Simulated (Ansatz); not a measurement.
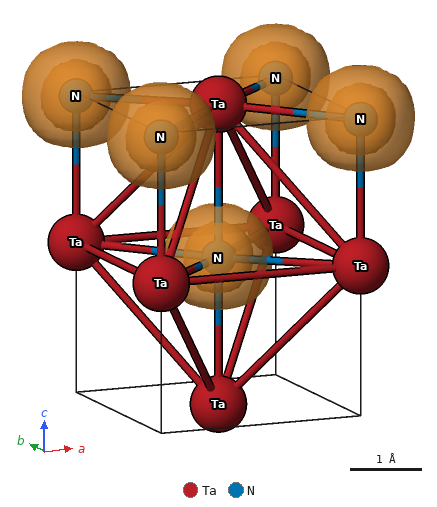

Figure. TaN. Isosurface of the electron localisation function at 0.75 (orange), seen slightly off an axis. Only the valence region is drawn (cores and ρ < 0.01 e/Å³ removed). Sticks mark near contacts.

Space group I4mm; changed on purpose from its base cell (all N atoms moved -0.050 Å, as atom 2 towards its neighbour atom 1 (Ta) at 2.179 A); not relaxed (largest force 0.4 eV/Å); computed pressure about 10 GPa in this cell.

Computed with Ansatz 0.2.0, DFT r2SCAN, scalar-relativistic, plane waves, PAW.

Core electrons are frozen (PAW), and the valence fields are smoothed inside the atomic spheres.

### Identify the bonds, lone pairs and shells in this picture.

At this value the surface marks out two regions wrapped around N (the valence shell of each), counted in one cell of 4 atoms. Any copies at cell faces, edges or corners count once.

Values along the shortest contacts:
Ta–N (2.13 Å): the ELF peaks at about 0.80 in the valence shell of N, 0.6 Å from its nucleus, and is about 0.15 at the midpoint; no localised pair shows between them. Ta–Ta (3.08 Å): the ELF is about 0.20 at the midpoint; no localised pair shows between them.
